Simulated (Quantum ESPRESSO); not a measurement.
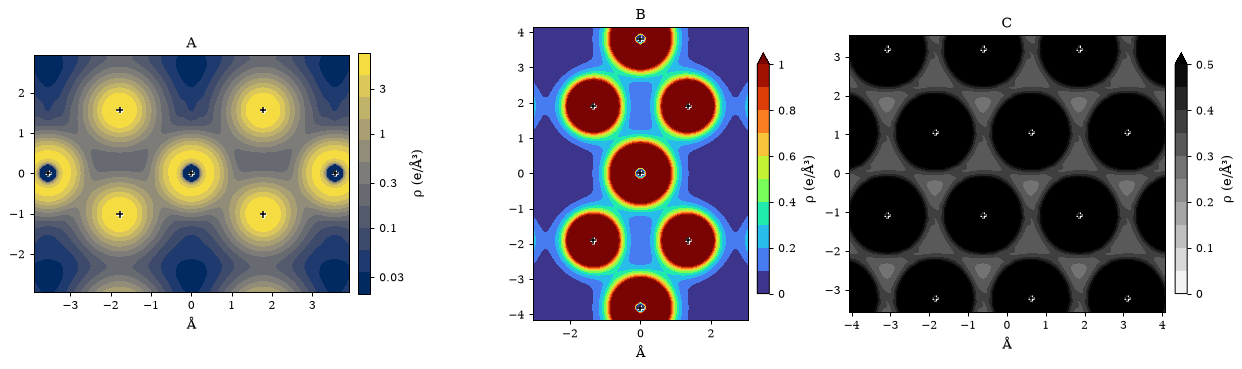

The valence electron density of 3 systems, each on a plane through atoms (crosses mark nuclei in the plane).

The calculation used Quantum ESPRESSO 7.5, Kohn-Sham DFT of a periodic cell, PBEsol, GBRV 1.5 PBEsol.

System 1: CdF$_{2}$, the (011) plane of the conventional cell. Space group Fm-3m.

System 2: Co, the (001) plane of the conventional cell. Space group P6₃/mmc; a structure from a database of computed crystals, not necessarily the ambient phase; computed pressure about −5 GPa in this cell; spin-polarised.

System 3: HfO$_{2}$, the (010) plane of the conventional cell. Space group P4₂/nmc; a structure from a database of computed crystals, not necessarily the ambient phase.

```xyz
6
Lattice="3.5580 0.0000 0.0000 0.0000 3.5580 0.0000 0.0000 0.0000 5.1719" Properties=species:S:1:pos:R:3 pbc="T T T"
Hf    0.0000    0.0000    0.0000
Hf    1.7790    1.7790    2.5859
O     0.0000    1.7790    1.0199
O     1.7790    0.0000    1.5660
O     1.7790    0.0000    4.1519
O     0.0000    1.7790    3.6059
```

**Which map belongs to which system?**

Panel A is system 3, HfO$_{2}$: the plane holds Hf and O. Hf–O (2.05 Å): ρ is about 0.72 e/Å³ halfway. Panel B is system 1, CdF$_{2}$: the plane holds Cd and F. Cd–F (2.33 Å): ρ at the midpoint is about 0.31 e/Å³. Panel C is system 2, Co: the plane holds Co. Co–Co (2.47 Å): the density is about 0.36 e/Å³ at the midpoint.
